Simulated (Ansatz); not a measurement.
Cell and atoms:

```yaml
crystal:
  lattice:
    - [4.39534, 0.00000, 0.00000]
    - [0.00000, 4.39534, 0.00000]
    - [0.00000, 0.00000, 6.46459]
  atoms:
    - { symbol: Ti, position: [0.50000, 0.00000, 0.25000] }
    - { symbol: Ti, position: [0.00000, 0.50000, 0.25000] }
    - { symbol: Ti, position: [0.00000, 0.00000, 0.00000] }
    - { symbol: Si, position: [0.50000, 0.50000, 0.00000] }
    - { symbol: Ti, position: [0.00000, 0.50000, 0.75000] }
    - { symbol: Ti, position: [0.50000, 0.00000, 0.75000] }
    - { symbol: Ti, position: [0.50000, 0.50000, 0.50000] }
    - { symbol: Si, position: [0.00000, 0.00000, 0.50000] }
```

Work out the structure from the coordinates.

The formula is Ti3Si. Its lattice is body-centred tetragonal, its space group I4/mmm (No. 139). Counting shared atoms by their share gives 6 Ti, 2 Si, or 8 atoms. Si bonds to 14 Ti at 2.73 to 3.23 Å. Ti takes two kinds of site: 4d with four Ti and four Si in a cubic arrangement (2.73 Å to Ti, 2.73 Å to Si); 2a with eight Ti and six Si (2.73 Å to Ti, 3.11 to 3.23 Å to Si). Not all metal-metal contacts are counted. The bonds build a three-dimensional framework.

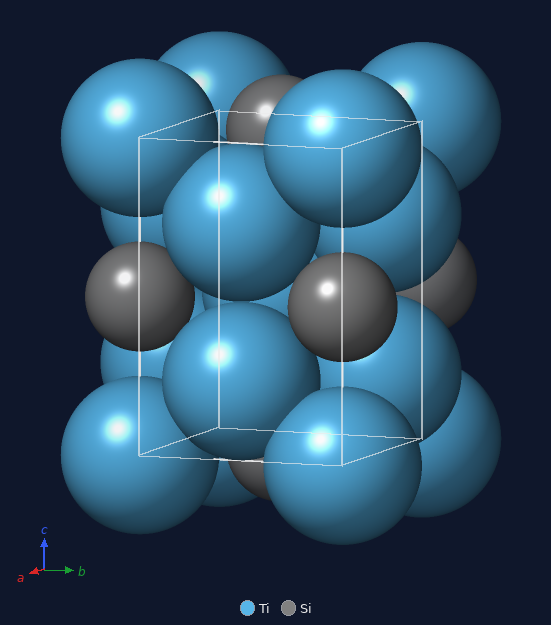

The figure gives a space-filling picture of the atoms, viewed slightly off an axis. One conventional unit cell is framed, with atoms on its boundary repeated. Colours: titanium blue, silicon grey.

The initial geometry was a structure listed in the Materials Project. The cell was then strained or its atoms displaced on purpose. It went into a calculation with Ansatz.

At this level of theory the cell isn't at rest (stretched, at -5 GPa), so its distances can differ from those at equilibrium, the more so the softer the solid.
